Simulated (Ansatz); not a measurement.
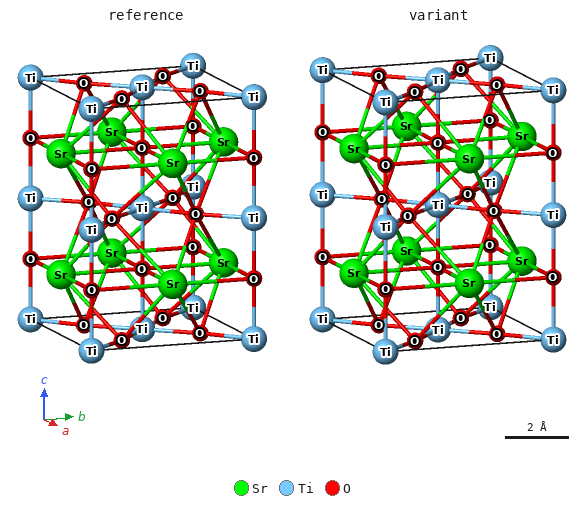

Left: crystalline SrTiO$_{3}$ (set up in I4/mcm). Right: the same structure after one change, at the same scale. Style: ball-and-stick. Shown: the conventional cell (2 times the calculation's cell), slightly off an axis. Lengths and directions refer to the drawn axes.

Computed with Ansatz, DFT PBE, scalar-relativistic, plane waves, PAW. Set-up: plane-wave cutoff 420 eV; k-point mesh 8 × 8 × 8; occupations gaussian; smearing width 0.02 eV; no spin polarisation.

**What distinguishes the right structure from the left one?**

The volume is changed by +10.0 %. The atoms are relaxed in that cell.

**How do the computed properties respond?**

It costs 53.9 meV per atom. The pressure goes from 0.0 to −13.1 GPa. The gap on the k-mesh goes from 1.93 to 1.69 eV. Cell: a = b 5.555 → 5.739 Å (+3.3 %), c 7.893 → 8.135 Å (+3.1 %). Volume +10.0 %. The largest moves relative to the cell, 0.061 Å, are those of O atoms. Sr and Ti stay in place. Some distances before and after: O–Sr 2.666 → 2.792 Å, O–Sr 2.778 → 2.870 Å, O–Ti 1.972 → 2.032 Å, O–Sr 2.908 → 2.956 Å. The space group stays I4/mcm (No. 140).
